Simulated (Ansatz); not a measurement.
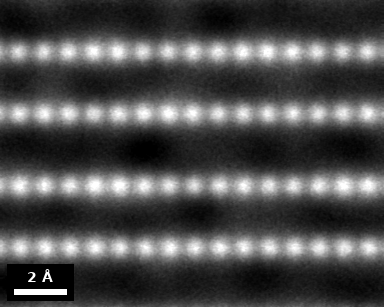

iDPC-like image of Ta (Fmmm, No. 69). Simulated as the projected potential of neutral atoms (B = 0.3 Å²) blurred by a 0.50 Å probe, the thin-sample limit of integrated differential phase contrast. Shot noise, a slight drift and the speckle of an amorphous layer were added. Model: coordinates from a relaxation with DFT r2SCAN, scalar-relativistic, plane waves, PAW (Ansatz); the starting structure was generated, so it need not be a known form of this composition.

```cif
data_structure
_symmetry_space_group_name_H-M 'Fmmm'
_symmetry_Int_Tables_number 69
_cell_length_a 3.0617
_cell_length_b 4.8288
_cell_length_c 10.1938
_cell_angle_alpha 90.000
_cell_angle_beta 90.000
_cell_angle_gamma 90.000
_cell_volume 150.71
loop_
_atom_site_label
_atom_site_type_symbol
_atom_site_symmetry_multiplicity
_atom_site_Wyckoff_symbol
_atom_site_fract_x
_atom_site_fract_y
_atom_site_fract_z
_atom_site_occupancy
Ta1 Ta 8 i 0.00000 0.00000 0.13429 1
```

Which beam direction gives this image, [001], [210], [111] or [011]? (Directions equivalent by symmetry count as one.)

[210]. The projected cells are 1.53 × 2.41 Å, 90° for [001]; 0.95 × 5.10 Å, 90° for [210]; 1.48 × 2.20 Å, 97° for [111]; 2.67 × 2.67 Å, 110° for [011], and the image repeats as the [210] one does.
